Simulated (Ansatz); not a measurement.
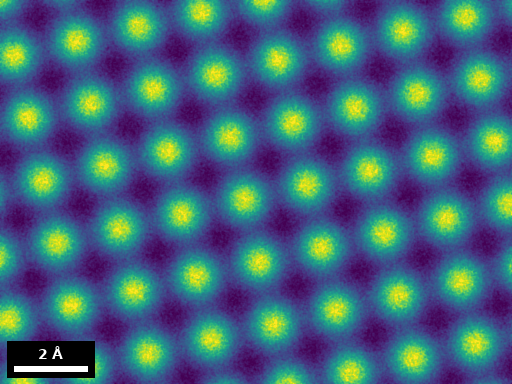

HAADF-like image of C (Pm-3m, No. 221) along [001]. Simulation: incoherent imaging, intensity Z^1.8 per atom, probe width 1.06 Å, thin sample. The probe carries 15 % of its weight in a tail 2.5 times as wide. Shot noise was added. Atomic positions: the end point of a relaxation with Ansatz 0.2.0, DFT, PBEsol, plane waves (420 eV) with PAW, scalar-relativistic; the starting structure was generated, so it need not be a known form of this composition.

Describe what the image shows.

Answer. The columns repeat on a square net with a repeat of 1.75 Å (plane group p4mm). All columns are alike (C). The shortest distance between visible columns is 1.75 Å in projection. Along the beam the structure repeats every 1.75 Å.
